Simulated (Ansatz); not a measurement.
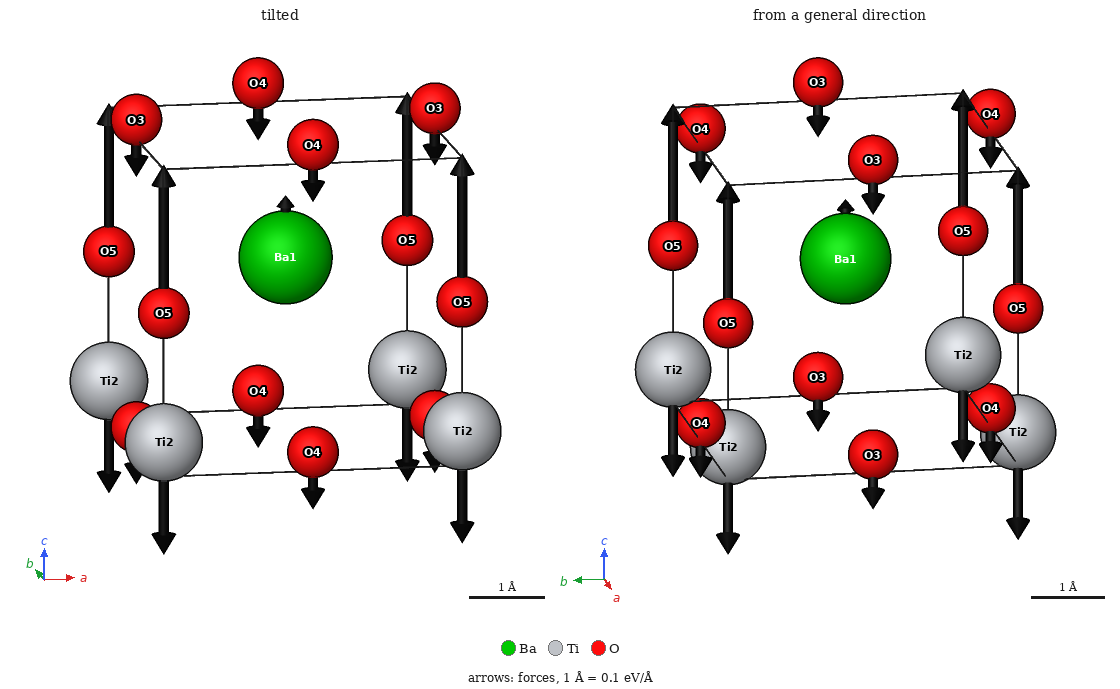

We look at a spheres-only model of the crystal slightly off an axis and from a general direction. The wireframe shows the simulation cell. The arrows are the computed forces on the atoms.

System: BaTiO₃. Theory: Ansatz, DFT, PBE, plane waves, PAW. Numerical settings: a basis cut at 420 eV, a 6×6×6 grid in reciprocal space, Fermi-Dirac smearing of 0.02 eV, no spin polarisation.

**Is this an equilibrium geometry?**

No. The atoms still feel forces of up to about 0.17 eV/Å, above a usual threshold of 0.01 to 0.03 eV/Å.

**Identify the atom with the maximum force.**

O5, about 0.17 eV/Å.

Starting structure: a structure listed in the Materials Project. The cell was then strained or its atoms displaced on purpose. An electronic-structure calculation with Ansatz was run on it.
